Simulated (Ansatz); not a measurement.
TiO2 (space group P4_2/mnm, No. 136): coordinates from a relaxation in a fixed cell with DFT PBE, scalar-relativistic, plane waves, PAW (Ansatz).

```
Ti O
1.0
     4.59220    0.00000    0.00000
     0.00000    4.59220    0.00000
     0.00000    0.00000    2.95740
Ti O
2 4
Direct
  0.00000 0.00000 0.00000
  0.50000 0.50000 0.50000
  0.30422 0.30422 0.00000
  0.19578 0.80422 0.50000
  0.69578 0.69578 0.00000
  0.80422 0.19578 0.50000
```

Bonds are taken as O–Ti below 2.2 Å. Atoms with one bond or none are removed and atoms with two bonds are replaced by edges, until no such atom is left.

What net does this leave?

The result is a binodal (3,6)-connected, three-periodic net: O is a 3-connected node; Ti is a 6-connected node, in the ratio 2:1. It is the rtl net, known from rutile. It is a single net, without interpenetration.

```
node  links  point symbol  coordination sequence
   O      3         4.6^2             3 14 19 62
  Ti      6  4^2.6^10.8^3             6 10 38 34
```

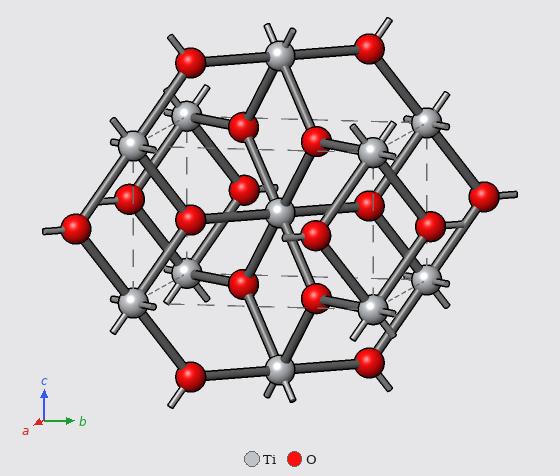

Nodes are coloured by element. Edges to nodes outside the piece are drawn as stubs.
